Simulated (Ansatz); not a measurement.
Read the following structure.

```
CELL_PARAMETERS angstrom
3.79994 0.00000 0.00000
0.00000 3.79994 0.00000
0.00000 0.00000 3.79994
ATOMIC_POSITIONS crystal
Rh 0.00000 0.00000 0.00000
Rh 0.00000 0.50000 0.50000
Rh 0.50000 0.00000 0.50000
Rh 0.50000 0.50000 0.00000
```

Characterise the structure given above.

The element is rhodium. It belongs to space group Fm-3m (No. 225) and has a face-centred cubic lattice. The structure is of the kind named face-centred cubic (Cu type). The cell holds four atoms. Rh sits among twelve Rh in a cuboctahedral arrangement at 2.69 Å. The bonds build a three-dimensional framework.

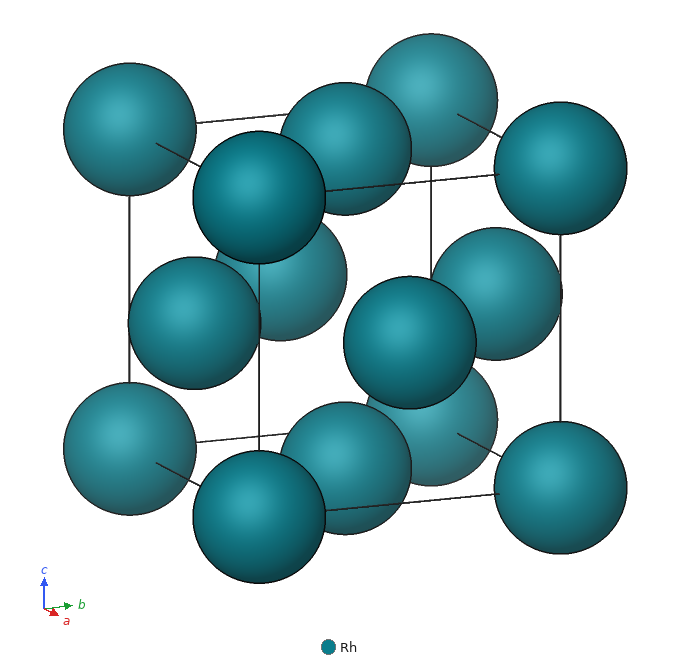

View slightly off an axis, drawn as a spheres-only model. The wireframe shows the conventional unit cell. Colours: rhodium blue.

Its origin is a structure listed in the Materials Project, with elements exchanged, so it need not be a known form of the compound. It is drawn as it came out of a relaxation with DFT r2SCAN, scalar-relativistic, plane waves, PAW (Ansatz 0.2.0).
